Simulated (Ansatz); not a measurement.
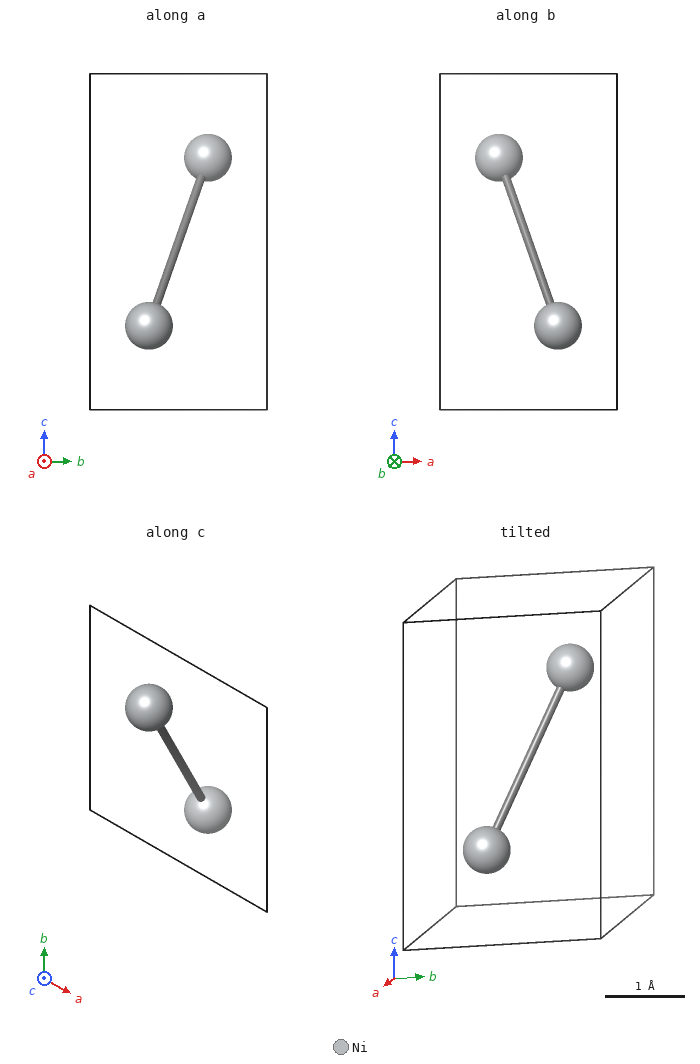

An orthographic ball-and-stick view of the structure, along the a axis, along the b axis, along the c axis and slightly off an axis. The conventional unit cell is drawn as a box.

Lattice parameters: a = 2.6059 Å, b = 2.6059 Å, c = 4.2831 Å, α = 90.000°, β = 90.000°, γ = 120.000°.

Question: Convert the drawing into a CIF in P1 with every atom of the cell.

Answer:
```cif
data_structure
_symmetry_space_group_name_H-M 'P 1'
_symmetry_Int_Tables_number 1
_cell_length_a 2.6059
_cell_length_b 2.6059
_cell_length_c 4.2831
_cell_angle_alpha 90.000
_cell_angle_beta 90.000
_cell_angle_gamma 120.000
_cell_volume 25.19
loop_
_atom_site_label
_atom_site_type_symbol
_atom_site_fract_x
_atom_site_fract_y
_atom_site_fract_z
_atom_site_occupancy
Ni1 Ni 0.3333 0.6667 0.7500 1
Ni2 Ni 0.6667 0.3333 0.2500 1
```

It derives from a structure type filled with this element by a generator (whether the element takes this form wasn't checked). Earlier steps of the study may have refined or changed the cell and positions. It went into a calculation with Ansatz.

At this level of theory the cell isn't at rest (stretched, at -15 GPa), so its distances can differ from those at equilibrium, the more so the softer the solid.
